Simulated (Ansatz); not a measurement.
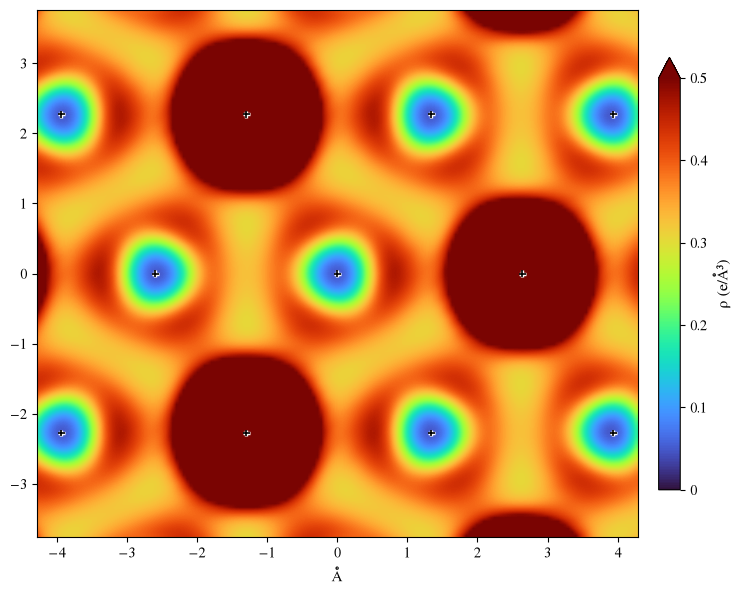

The valence charge density (pseudo) on a plane through atoms (crosses mark nuclei in the plane).

Theory: Ansatz 0.2.0, DFT PBE, scalar-relativistic, plane waves, PAW.

Candidates:
A. C, a = 2.47 Å, b = 2.47 Å, c = 25.73 Å, α = 90.00°, β = 90.00°, γ = 120.00°. Space group R-3m; a structure from a database of computed crystals, not necessarily the ambient phase.
B. Si$_{2}$Mo, a = 7.87 Å, b = 7.88 Å, c = 7.88 Å, α = 75.54°, β = 60.02°, γ = 60.02°. Space group I4/mmm; computed without spin polarisation.

Which system is this?

Answer. Candidate B: Si$_{2}$Mo on the (001) plane of the calculation cell, which holds Si and Mo. Si–Mo (2.62 Å): ρ at the midpoint is about 0.4 e/Å³.
